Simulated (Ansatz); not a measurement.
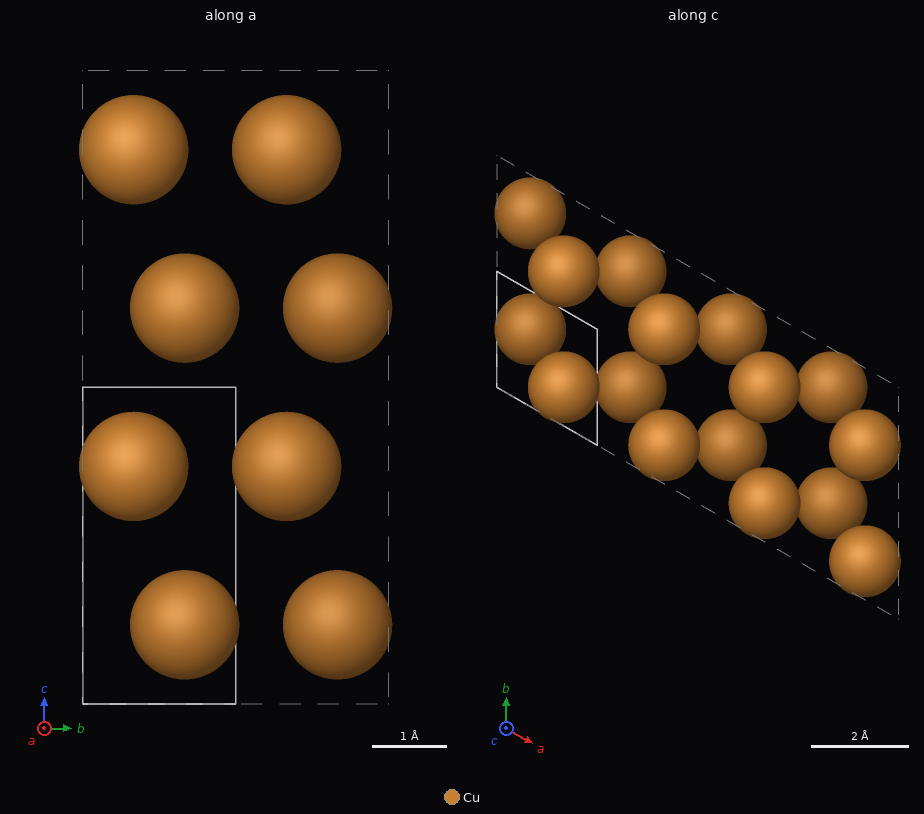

The figure gives a spheres-only picture of the atoms, viewed along the a axis and along the c axis. Solid lines give the simulation cell, repeated here 4×2×2 times.

The run was set up as follows:
```yaml
crystal:
  lattice:
    - [2.4073918363, 0.0, 0.0]
    - [-1.2036959182, 2.0848624871, 0.0]
    - [0.0, 0.0, 4.31819955]
  atoms:
    - { symbol: Cu, position: [0.3333333333, 0.6666666667, 0.25] }
    - { symbol: Cu, position: [0.6666666667, 0.3333333333, 0.75] }
basis:
  ecutwfc: 500
kpoints:
  mp_grid: { grid: [24, 24, 12] }
hamiltonian:
  xc: r2scan
scf:
  occupations: { method: gaussian, width: 0.15 }
output:
  forces: true
  stress: true
  eigenvalues: true
```
Run as:
```sh
ansatz run input.yaml --threads 1 --pin off --max-ram 2560MiB --backend cpu --events-out ev --progress --plain --runs-dir out
```

Calculation details: DFT r2SCAN, scalar-relativistic, plane waves, PAW in Ansatz; an energy cutoff of 500 eV, a 24×24×12 grid in reciprocal space, Gaussian smearing of 0.15 eV, no spin polarisation.

### Metal, semiconductor or insulator?

A metal: bands cross the Fermi level.

### How far is the cell from zero pressure?

The computed pressure is 12.2 GPa (compressed: it would expand). The stress isn't hydrostatic: its largest component is 19.6 GPa.

It goes back to a structure listed in the Materials Project. The cell was then strained or its atoms displaced on purpose. Ansatz was used for an electronic-structure calculation on it.

At this level of theory the run's own cell isn't at rest (compressed, at 12 GPa), so its distances can differ from those at equilibrium, the more so the softer the solid.
